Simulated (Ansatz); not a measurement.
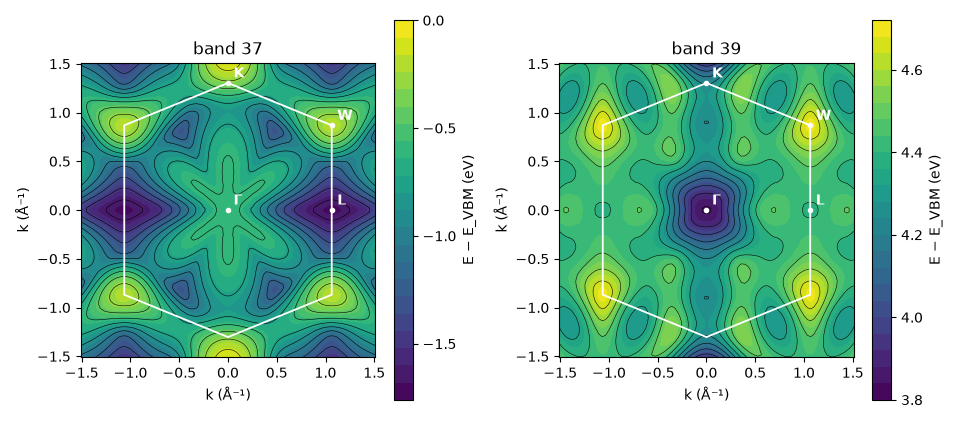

Two bands of HfO2 (Fm-3m) over the plane through Γ, L and W: the highest mostly filled and the lowest mostly empty one.

The calculation used Ansatz 0.2.0, DFT PBE, spin-orbit coupling, plane waves, PAW; levels and slopes on a dense k mesh at the converged density. Non-magnetic. With an inversion centre and no moment every band is doubly degenerate; a pair is shown and named once. The levels come from a k mesh of 28×28×28 points. The geometry was not relaxed.

Give both levels and their distance at the named points.

Answer.
| point | lower band (eV) | upper band (eV) | distance (eV) |
| --- | --- | --- | --- |
| Γ | −0.56 | 3.83 | 4.39 |
| L | −1.69 | 4.39 | 6.08 |
| W | −0.20 | 4.70 | 4.90 |

Where are the band edges of the whole zone?

Answer. The valence band has three equivalent maxima at X, principal masses 0.29, 3.16 and 3.16 mₑ; the conduction band has three equivalent minima at X, principal masses 0.76, 0.76 and 1.24 mₑ. The gap is direct, 3.72 eV at this level of theory (semilocal functionals give gaps that are too small, and can reorder valleys that lie close).
